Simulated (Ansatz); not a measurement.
# A thicker film of MgO (001) from five thinner ones

In a field along its normal an insulating film takes a dipole p. Written as a length, p/(ε₀AE), it should grow by 1 − 1/ε for each ångström added.

Set-up. Ansatz 0.2.0, plane waves with PAW datasets (its set soft_2), PBE; rocksalt films relaxed at a bulk in-plane lattice constant near the measured one, then held in weak fields of both signs with a dipole correction (A is the cell's area, E the outer field).

| run | distance between the outer atoms (Å) | p/(ε₀AE) (Å) |
| --- | --- | --- |
| 3 units | 4.332 | 5.423 |
| 4 units | 6.475 | 6.906 |
| 5 units | 8.614 | 8.388 |
| 6 units | 10.755 | 9.869 |
| 8 units | 15.043 | 12.840 |
| 10 units | 19.327 | ? |

Q: Estimate the withheld value from the rows shown.

A least-squares line through the 5 rows shown has slope 0.6925 and intercept 2.4224; no row lies more than 0.001 Å off it. That slope means ε = 1/(1 − 0.6925) = 3.25. At 19.327 it gives 0.6925 × 19.327 + 2.4224 = 15.806 Å, beyond the rows fitted. Rounding and scatter of the rows alone allow about ±0.002 Å there.

The run itself gives 15.806 Å: a miss of 0.000 Å, or 0.0 % of the value. The length is met to within 1 %, though ε is more sensitive than the length: the two thickest films give ε = 3.25.

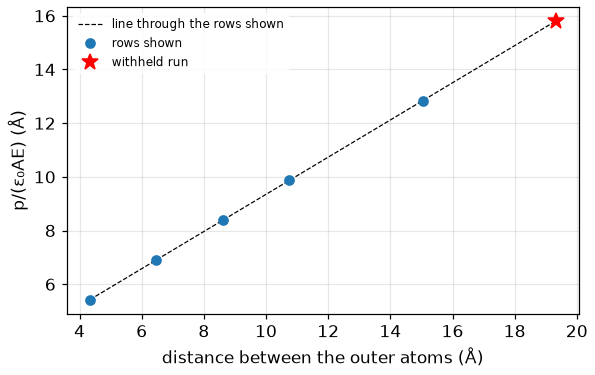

The fit and the withheld run.

Caveats: This is the electronic response alone. A unit is one step of the cut along the normal (a plane, a pair of planes or a cell), and the layers relax along it, away from their bulk spacing where the functional's lattice constant differs from the one held.
